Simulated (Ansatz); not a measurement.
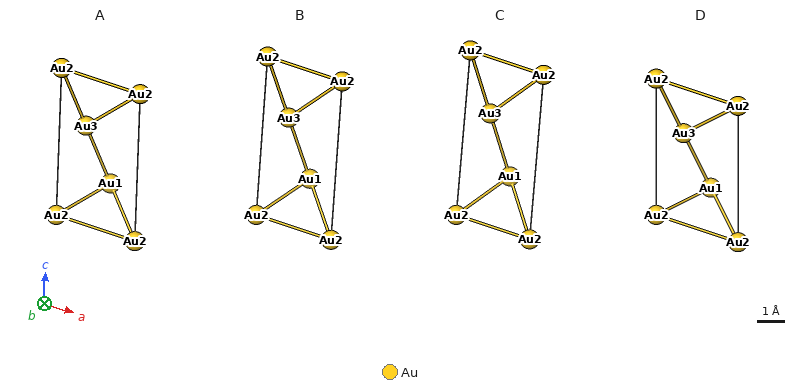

4 geometries from one relaxation of a crystal of Au (set up in Im-3m), in shuffled order. Style: ball-and-stick. Shown: the cell of the calculation, along the b axis.

Case: 0 of 3 Au sites taken by Cu, cell and atoms relaxed.

Computed with Ansatz, DFT PBEsol, scalar-relativistic, plane waves, PAW. (plane-wave cutoff 420 eV; k-point mesh 14 × 14 × 14; occupations gaussian; smearing width 0.1 eV; no spin polarisation; cell and atoms relaxed; force threshold 0.015 eV/Å; at most 60 steps)

Order the frames from highest to lowest energy.

D, A, B, C. They are steps 0, 3, 5, 13, at +22.5 meV per atom, +16.6 meV per atom, +12.4 meV per atom relative to the last. Over 10 accepted moves (13 points after the start) the energy falls by 22.5 meV per atom. All forces vanish by symmetry, so only the cell relaxes. The pressure goes from 0.24 to 0.02 GPa. The line search rejected the trial step at point 6 of the run. At 2 points the geometry stayed and the basis and grid were re-selected for the new cell (energy shift of 6.0 meV per atom at most each time). No atom moves by more than 0.005 Å relative to the cell. Cell: a = b 3.242 → 2.907 Å (−10.3 %), c 5.376 → 6.380 Å (+18.7 %), α 107.5° → 103.2°, β 107.5° → 103.2°. Volume −0.2 %. Among the contacts that change: Au1–Au1 3.242 → 2.907 Å, Au1–Au2 2.808 → 2.877 Å. The space group (tolerance 0.01 Å) goes from Im-3m (No. 229) to I4/mmm (No. 139). Cost: 3.6 min on 1 thread of Intel(R) Xeon(R) Platinum 8488C (Sapphire Rapids) (shared host), peak memory 0.6 GiB.
